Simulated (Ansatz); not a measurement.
Consider Mo.

The calculation's input:

```
crystal:
  lattice:
    - [0.0, 2.8257167234, 2.8257167234]
    - [2.8257167234, 0.0, 2.8257167234]
    - [2.8257167234, 2.8257167234, 0.0]
  atoms:
    - { symbol: Mo, position: [0.125, 0.125, 0.125] }
    - { symbol: Mo, position: [0.875, 0.875, 0.875] }
hamiltonian:
  xc: r2scan0
  pseudopotentials:
    kind: paw
    azcp:
      Mo: "pseudopotentials/Mo.paw.azcp"
basis:
  ecutwfc: 500
  fft_grid_basis: typed
kpoints:
  mp_grid: { grid: [5, 5, 5], shift: [0, 0, 0] }
magnetization:
  spin_polarized: false
scf:
  occupations: { method: fermi_dirac, width: 0.1 }
output:
  write_density: true
  write_potential: true
  elf: true
  volumetric_format: npy
```

Command:

```sh
ansatz run input.yaml --threads 4 --pin off --max-ram 8192MiB --backend cpu --events-out ev --progress --plain --runs-dir out
```

Below, planes, directions and counts refer to the conventional cell (a = 5.65 Å, b = 5.65 Å, c = 5.65 Å, α = 90.00°, β = 90.00°, γ = 90.00°).

Space group Fd-3m; set up as Mo, diamond; a generated structure, not necessarily the stable one; computed without spin polarisation.

Computed with Ansatz 0.2.0, DFT, r2SCAN0, plane waves (500 eV) with PAW, scalar-relativistic.

> What can the converged valence pseudo-density and electron localisation function tell about the bonding?

Mo–Mo (2.45 Å): ρ at the midpoint is about 0.7 e/Å³; the ELF is about 0.40 at the midpoint.

> Metal or insulator at this level of theory?

It is gapless in this calculation (a metal or semimetal).

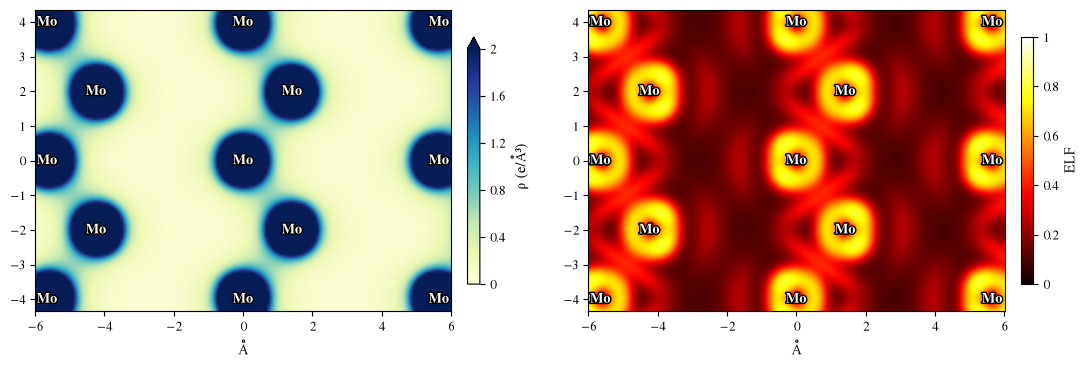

Computed valence pseudo-density and electron localisation function on the (110) plane of the conventional cell, in this order. 

In a PAW calculation such maps are meaningful between the atoms, not at the nuclei.
